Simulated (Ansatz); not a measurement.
## Single-point calculation, with input and output: Si₉₆C₉₅ (charge −3) (part 1 of 3)

System: Si₉₆C₉₅ (defect cell, 191 atoms in the cell, total charge −3).
Method: DFT, r2SCAN, PAW, plane waves (Ansatz 0.2.0).

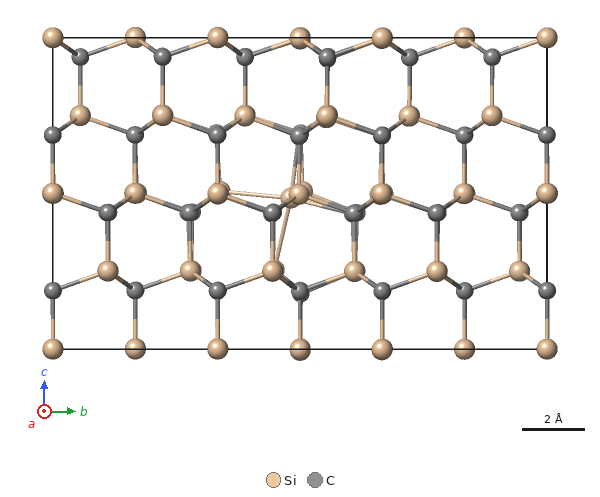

*The structure as given in the input (ball-and-stick view of the cell of the calculation, along the a axis).*

Near neighbours in the crystal (not all of them lie inside the picture): Si has 4 C at 1.84 to 1.92 Å; Si has 3 C at 1.89 to 1.97 Å and 1 Si at 2.46 to 2.57 Å; Si has 3 C at 2.06 to 2.12 Å and 3 Si at 2.46 to 2.57 Å; C has 4 Si at 1.84 to 2.12 Å.

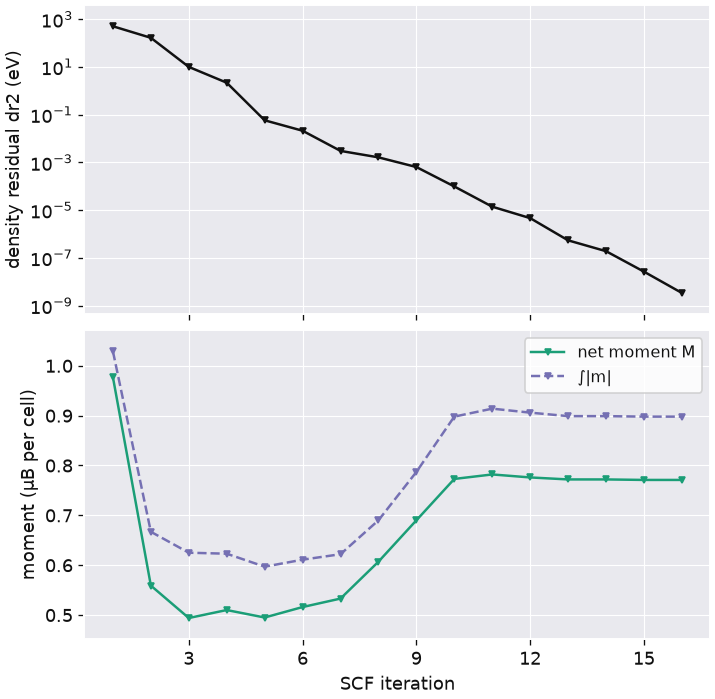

*Convergence of the self-consistent field: density residual dr2 and magnetic moment against the SCF iteration.*

The residual falls at every step. The net moment goes from 1.0 to 0.8 μB per cell.

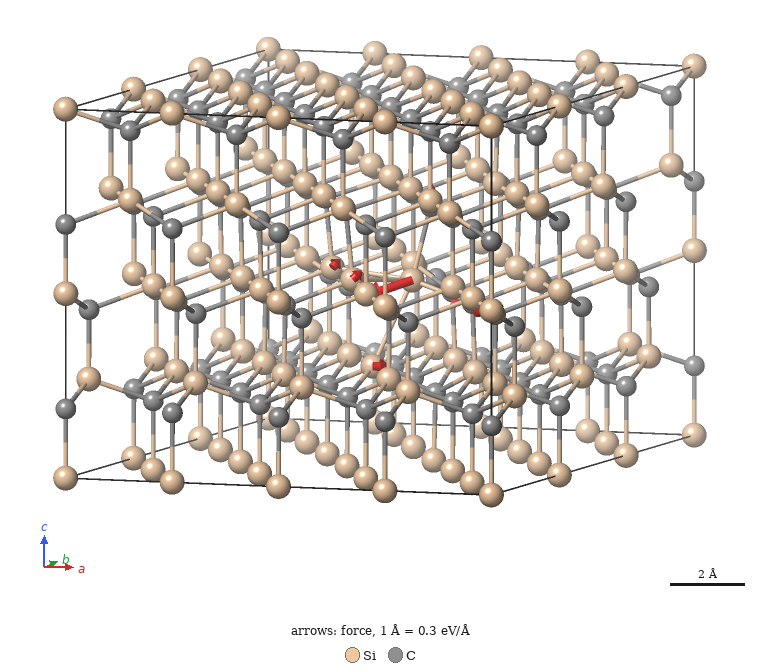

*Forces on the atoms as red arrows (ball-and-stick view of the cell of the calculation, seen slightly off an axis); the smallest are left out.*

The largest act on Si18 (0.44 eV/Å); C161 (0.24 eV/Å); C160 (0.23 eV/Å); C138 (0.19 eV/Å), among others. Atoms are counted from 1 in the order of the input and aren't labelled in the picture. 

The input that produced these results follows, with the program's output.

**The input**
```yaml
crystal:
  lattice:
    - [12.312272, 0.000000, 0.000000]
    - [0.000000, 15.994110, 0.000000]
    - [0.000000, 0.000000, 10.075947]
  atoms:
    - { symbol: Si, position: [0.000250, 0.000168, 0.500219] }
    - { symbol: Si, position: [0.250744, 0.001103, 0.500420] }
    - { symbol: Si, position: [0.126953, 0.167820, 0.500669] }
    - { symbol: Si, position: [0.001891, 0.333842, 0.500024] }
    - { symbol: Si, position: [0.500366, 0.000068, 0.500397] }
    - { symbol: Si, position: [0.378658, 0.169711, 0.500982] }
    - { symbol: Si, position: [0.255116, 0.335633, 0.500970] }
    - { symbol: Si, position: [0.127681, 0.500170, 0.500080] }
    - { symbol: Si, position: [0.997793, 0.665509, 0.499260] }
    - { symbol: Si, position: [0.750962, 0.999116, 0.500248] }
    - { symbol: Si, position: [0.627062, 0.165426, 0.500838] }
    - { symbol: Si, position: [0.512803, 0.338420, 0.506945], spin: 0.25 }
    - { symbol: Si, position: [0.385970, 0.505261, 0.506440], spin: 0.25 }
    - { symbol: Si, position: [0.247943, 0.667885, 0.500244] }
    - { symbol: Si, position: [0.123902, 0.833889, 0.500031] }
    - { symbol: Si, position: [0.876347, 0.166838, 0.500318] }
    - { symbol: Si, position: [0.750515, 0.333840, 0.498192] }
    - { symbol: Si, position: [0.584488, 0.481625, 0.485397], spin: 0.25 }
    - { symbol: Si, position: [0.499220, 0.665727, 0.497878] }
    - { symbol: Si, position: [0.374409, 0.833455, 0.499964] }
    - { symbol: Si, position: [0.869527, 0.498234, 0.497236] }
    - { symbol: Si, position: [0.744231, 0.662092, 0.497035] }
    - { symbol: Si, position: [0.624475, 0.832644, 0.499375] }
    - { symbol: Si, position: [0.873725, 0.831666, 0.499409] }
    - { symbol: Si, position: [0.001038, 0.111568, 0.250718] }
    - { symbol: Si, position: [0.251437, 0.112150, 0.251378] }
    - { symbol: Si, position: [0.127135, 0.278836, 0.251184] }
    - { symbol: Si, position: [0.000738, 0.444728, 0.250413] }
    - { symbol: Si, position: [0.501181, 0.111536, 0.251030] }
    - { symbol: Si, position: [0.378778, 0.280125, 0.252486] }
    - { symbol: Si, position: [0.253869, 0.445676, 0.252152] }
    - { symbol: Si, position: [0.124933, 0.611133, 0.250264] }
    - { symbol: Si, position: [0.999607, 0.777359, 0.249824] }
    - { symbol: Si, position: [0.751074, 0.110913, 0.251020] }
    - { symbol: Si, position: [0.626413, 0.277879, 0.251835] }
    - { symbol: Si, position: [0.508326, 0.448070, 0.254024], spin: 0.25 }
    - { symbol: Si, position: [0.374771, 0.611484, 0.251364] }
    - { symbol: Si, position: [0.249487, 0.778011, 0.250631] }
    - { symbol: Si, position: [0.125233, 0.944831, 0.250449] }
    - { symbol: Si, position: [0.875968, 0.278260, 0.250701] }
    - { symbol: Si, position: [0.749742, 0.444614, 0.249867] }
    - { symbol: Si, position: [0.624365, 0.610144, 0.249350] }
    - { symbol: Si, position: [0.499737, 0.777379, 0.250114] }
    - { symbol: Si, position: [0.375242, 0.944639, 0.250468] }
    - { symbol: Si, position: [0.873975, 0.610446, 0.248998] }
    - { symbol: Si, position: [0.749441, 0.776876, 0.249333] }
    - { symbol: Si, position: [0.625269, 0.944217, 0.250165] }
    - { symbol: Si, position: [0.875316, 0.944058, 0.250171] }
    - { symbol: Si, position: [0.125218, 0.055851, 0.750065] }
    - { symbol: Si, position: [0.000698, 0.222525, 0.750089] }
    - { symbol: Si, position: [0.375227, 0.055779, 0.750203] }
    - { symbol: Si, position: [0.251296, 0.222853, 0.750690] }
    - { symbol: Si, position: [0.125909, 0.389124, 0.750207] }
    - { symbol: Si, position: [0.998231, 0.554743, 0.748299] }
    - { symbol: Si, position: [0.625459, 0.055196, 0.750325] }
    - { symbol: Si, position: [0.500770, 0.221514, 0.752815] }
    - { symbol: Si, position: [0.376438, 0.389428, 0.751835] }
    - { symbol: Si, position: [0.248354, 0.555837, 0.752271] }
    - { symbol: Si, position: [0.123596, 0.722013, 0.749615] }
    - { symbol: Si, position: [0.999098, 0.888617, 0.749615] }
    - { symbol: Si, position: [0.875097, 0.055550, 0.749984] }
    - { symbol: Si, position: [0.750375, 0.222350, 0.749738] }
    - { symbol: Si, position: [0.624475, 0.388971, 0.749817] }
    - { symbol: Si, position: [0.499327, 0.554628, 0.749654] }
    - { symbol: Si, position: [0.374212, 0.721763, 0.749196] }
    - { symbol: Si, position: [0.249457, 0.888884, 0.749793] }
    - { symbol: Si, position: [0.874573, 0.388618, 0.748750] }
    - { symbol: Si, position: [0.745499, 0.553306, 0.743134] }
    - { symbol: Si, position: [0.623639, 0.721140, 0.748323] }
    - { symbol: Si, position: [0.499593, 0.888546, 0.749696] }
    - { symbol: Si, position: [0.872964, 0.720851, 0.748053] }
    - { symbol: Si, position: [0.749509, 0.888238, 0.749548] }
    - { symbol: Si, position: [0.999683, 0.000247, 0.000113] }
    - { symbol: Si, position: [0.249812, 0.000390, 0.000421] }
    - { symbol: Si, position: [0.125564, 0.167318, 0.000646] }
    - { symbol: Si, position: [0.000512, 0.333843, 0.000159] }
    - { symbol: Si, position: [0.499816, 0.000054, 0.000255] }
    - { symbol: Si, position: [0.375801, 0.167207, 0.001927] }
    - { symbol: Si, position: [0.251342, 0.334145, 0.001566] }
    - { symbol: Si, position: [0.125059, 0.500396, 0.001093] }
    - { symbol: Si, position: [0.998938, 0.666375, 0.999135] }
    - { symbol: Si, position: [0.749850, 0.999821, 0.000075] }
    - { symbol: Si, position: [0.625498, 0.166534, 0.001116] }
    - { symbol: Si, position: [0.501599, 0.333986, 0.001837] }
    - { symbol: Si, position: [0.375916, 0.500730, 0.001602] }
    - { symbol: Si, position: [0.248981, 0.666997, 0.000547] }
    - { symbol: Si, position: [0.124065, 0.833500, 0.999911] }
    - { symbol: Si, position: [0.875137, 0.166997, 0.000293] }
    - { symbol: Si, position: [0.750239, 0.333434, 0.000023] }
    - { symbol: Si, position: [0.626087, 0.500538, 0.995883] }
    - { symbol: Si, position: [0.499188, 0.666551, 0.999575] }
    - { symbol: Si, position: [0.374236, 0.833273, 0.999918] }
    - { symbol: Si, position: [0.874202, 0.500172, 0.998149] }
    - { symbol: Si, position: [0.749114, 0.665774, 0.997713] }
    - { symbol: Si, position: [0.624341, 0.832963, 0.999451] }
    - { symbol: Si, position: [0.874203, 0.832918, 0.999392] }
    - { symbol: C, position: [0.000251, 0.000265, 0.187672] }
    - { symbol: C, position: [0.250357, 0.000667, 0.188061] }
    - { symbol: C, position: [0.126134, 0.167248, 0.188244] }
    - { symbol: C, position: [0.001388, 0.333413, 0.187610] }
    - { symbol: C, position: [0.500314, 0.000155, 0.187758] }
    - { symbol: C, position: [0.376301, 0.167759, 0.189441] }
    - { symbol: C, position: [0.252149, 0.334143, 0.188909] }
    - { symbol: C, position: [0.126406, 0.499901, 0.188636] }
    - { symbol: C, position: [0.999502, 0.666460, 0.186787] }
    - { symbol: C, position: [0.750491, 0.999749, 0.187521] }
    - { symbol: C, position: [0.626438, 0.166283, 0.188145] }
    - { symbol: C, position: [0.502911, 0.334377, 0.188324] }
    - { symbol: C, position: [0.377302, 0.500984, 0.188064] }
    - { symbol: C, position: [0.249412, 0.667379, 0.187615] }
    - { symbol: C, position: [0.124510, 0.833723, 0.187450] }
    - { symbol: C, position: [0.875967, 0.166678, 0.187845] }
    - { symbol: C, position: [0.751229, 0.332932, 0.186603] }
    - { symbol: C, position: [0.629796, 0.501860, 0.178381] }
    - { symbol: C, position: [0.499388, 0.667063, 0.186163] }
    - { symbol: C, position: [0.374613, 0.833630, 0.187504] }
    - { symbol: C, position: [0.875918, 0.499696, 0.185818] }
    - { symbol: C, position: [0.749669, 0.666569, 0.185361] }
    - { symbol: C, position: [0.624717, 0.833288, 0.186854] }
    - { symbol: C, position: [0.874706, 0.833115, 0.186987] }
    - { symbol: C, position: [0.000193, 0.999881, 0.687718] }
    - { symbol: C, position: [0.250231, 0.000061, 0.687882] }
    - { symbol: C, position: [0.126118, 0.166969, 0.688218] }
    - { symbol: C, position: [0.000979, 0.333377, 0.687718] }
    - { symbol: C, position: [0.500261, 0.999712, 0.687913] }
    - { symbol: C, position: [0.375989, 0.166609, 0.688456] }
    - { symbol: C, position: [0.251462, 0.333774, 0.688666] }
    - { symbol: C, position: [0.124349, 0.500030, 0.687616] }
    - { symbol: C, position: [0.998770, 0.666120, 0.686692] }
    - { symbol: C, position: [0.750477, 0.999339, 0.687747] }
    - { symbol: C, position: [0.625915, 0.165779, 0.688472] }
    - { symbol: C, position: [0.500540, 0.330757, 0.694620] }
    - { symbol: C, position: [0.371679, 0.501178, 0.694323] }
    - { symbol: C, position: [0.248472, 0.666936, 0.687903] }
    - { symbol: C, position: [0.124198, 0.833356, 0.687506] }
    - { symbol: C, position: [0.875938, 0.166504, 0.687835] }
    - { symbol: C, position: [0.750243, 0.332903, 0.686725] }
    - { symbol: C, position: [0.620017, 0.497715, 0.683459] }
    - { symbol: C, position: [0.498749, 0.666265, 0.686323] }
    - { symbol: C, position: [0.374418, 0.833281, 0.687447] }
    - { symbol: C, position: [0.873457, 0.499160, 0.684975] }
    - { symbol: C, position: [0.747987, 0.665509, 0.684659] }
    - { symbol: C, position: [0.624544, 0.832868, 0.687033] }
    - { symbol: C, position: [0.874316, 0.832503, 0.686939] }
    - { symbol: C, position: [0.001694, 0.111413, 0.438649] }
    - { symbol: C, position: [0.252407, 0.112757, 0.439184] }
    - { symbol: C, position: [0.128493, 0.279149, 0.439133] }
    - { symbol: C, position: [0.000554, 0.444805, 0.438210] }
    - { symbol: C, position: [0.501337, 0.110933, 0.438835] }
    - { symbol: C, position: [0.381637, 0.282113, 0.440157] }
    - { symbol: C, position: [0.256839, 0.446534, 0.439843] }
    - { symbol: C, position: [0.123752, 0.611399, 0.438067] }
    - { symbol: C, position: [0.999339, 0.777197, 0.437736] }
    - { symbol: C, position: [0.752295, 0.109575, 0.438832] }
    - { symbol: C, position: [0.629508, 0.273609, 0.438410] }
    - { symbol: C, position: [0.371083, 0.615501, 0.437946] }
    - { symbol: C, position: [0.248317, 0.779307, 0.438369] }
    - { symbol: C, position: [0.125241, 0.945269, 0.438314] }
    - { symbol: C, position: [0.877386, 0.277501, 0.438544] }
    - { symbol: C, position: [0.744245, 0.443010, 0.434934] }
    - { symbol: C, position: [0.618940, 0.606479, 0.434712] }
    - { symbol: C, position: [0.499184, 0.778336, 0.437908] }
    - { symbol: C, position: [0.375100, 0.944837, 0.438337] }
    - { symbol: C, position: [0.872795, 0.610078, 0.436676] }
    - { symbol: C, position: [0.748430, 0.775765, 0.437181] }
    - { symbol: C, position: [0.625400, 0.944192, 0.438116] }
    - { symbol: C, position: [0.875563, 0.943282, 0.438105] }
    - { symbol: C, position: [0.124692, 0.056012, 0.938457] }
    - { symbol: C, position: [0.000321, 0.222469, 0.938417] }
    - { symbol: C, position: [0.374731, 0.055917, 0.938752] }
    - { symbol: C, position: [0.250662, 0.222717, 0.939185] }
    - { symbol: C, position: [0.125741, 0.389181, 0.938696] }
    - { symbol: C, position: [0.999747, 0.555382, 0.937033] }
    - { symbol: C, position: [0.624933, 0.055286, 0.938448] }
    - { symbol: C, position: [0.500648, 0.221521, 0.940643] }
    - { symbol: C, position: [0.375930, 0.389319, 0.940140] }
    - { symbol: C, position: [0.248895, 0.556386, 0.940097] }
    - { symbol: C, position: [0.123648, 0.722649, 0.937853] }
    - { symbol: C, position: [0.998983, 0.889194, 0.937920] }
    - { symbol: C, position: [0.874695, 0.055731, 0.938231] }
    - { symbol: C, position: [0.750256, 0.222064, 0.937991] }
    - { symbol: C, position: [0.626155, 0.388677, 0.937922] }
    - { symbol: C, position: [0.499882, 0.556284, 0.937764] }
    - { symbol: C, position: [0.373863, 0.722540, 0.937537] }
    - { symbol: C, position: [0.249080, 0.889285, 0.938201] }
    - { symbol: C, position: [0.875435, 0.388764, 0.937237] }
    - { symbol: C, position: [0.750450, 0.555724, 0.932173] }
    - { symbol: C, position: [0.624126, 0.722297, 0.936759] }
    - { symbol: C, position: [0.499228, 0.888990, 0.937990] }
    - { symbol: C, position: [0.873969, 0.722154, 0.936524] }
    - { symbol: C, position: [0.749326, 0.888825, 0.937765] }
  symmetry: { detect: false }
kpoints:
  mp_grid: { grid: [1, 1, 1], shift: [0.25, 0.25, 0.25] }
hamiltonian:
  xc: r2scan
total_charge: -3
magnetization:
  spin_polarized: true
scf:
  occupations: { method: fermi_dirac, width: 0.01 }
output:
  forces: true
  eigenvalues: true
  populations: true
  charged_corrections: { epsilon: 9.7 }
  eigenstates: { kpoints: [[0.25, 0.25, 0.25]], e_range: [-6.0, 6.0], localisation: true }
```

Launched with:
```bash
ansatz run in.yaml --threads 32 --pin off --max-ram 171000MiB --runs-dir r --events-out ev --progress --plain --backend cuda --devices 0,
```

**What the program printed**
```
Pseudopotentials: kind: paw
Functional definition: r2SCAN
  parameter k0 = 0.174
  parameter k1 = 0.065
  parameter a1 = 4.9479
  exchange = r2scan_x(k0 = k0, k1 = k1, a1 = a1)
  correlation = r2scan_c
Crystal: 191 atoms, lattice volume = 1984.194 Å³
Basis set: ecut = 500 eV, 50351 PW (Γ), exchange–correlation on 360×480×300 points (64 copies of the dense FFT grid, shifted against one another)
Bands: 575, of which v1, the nominal top of the filled ones, is band 384 counted from 1 (383 counted from 0)
Symmetry: 1 space group operations
k-points: 1
Non-local potential: Si, projectors of the file, l = 0: 2, l = 1: 2, l = 2: 2
Non-local potential: C, projectors of the file, l = 0: 2, l = 1: 2, l = 2: 1
PAW form: soft (Blöchl's): semilocal exchange-correlation on the pseudo side does not see the compensation charge
PAW frozen core: Si, regenerated for the run's functional (the file was generated under x = pbe(κ = 0.804, μ = 0.2195149727645171), c = pbe(β = 0.06672455060314922))
PAW frozen core: C, regenerated for the run's functional (the file was generated under x = pbe(κ = 0.804, μ = 0.2195149727645171), c = pbe(β = 0.06672455060314922))
PAW one-centre angular grid: Si, 302 points (default); XC on 160 Gauss nodes
PAW one-centre angular grid: C, 302 points (default); XC on 239 of its mesh's 2573 points in the sphere
Initial density: superposition of atomic densities (chi_scale 0.1, normalization cell)
Starting moments: Σ|m| = 1 μB on 4 of 191 sites
Initial wavefunctions: pseudopotential atomic-orbital guess
Functional: x = r2scan, c = r2scan; τ floored in thin density (d = 2e-4 eV/Å³)
```
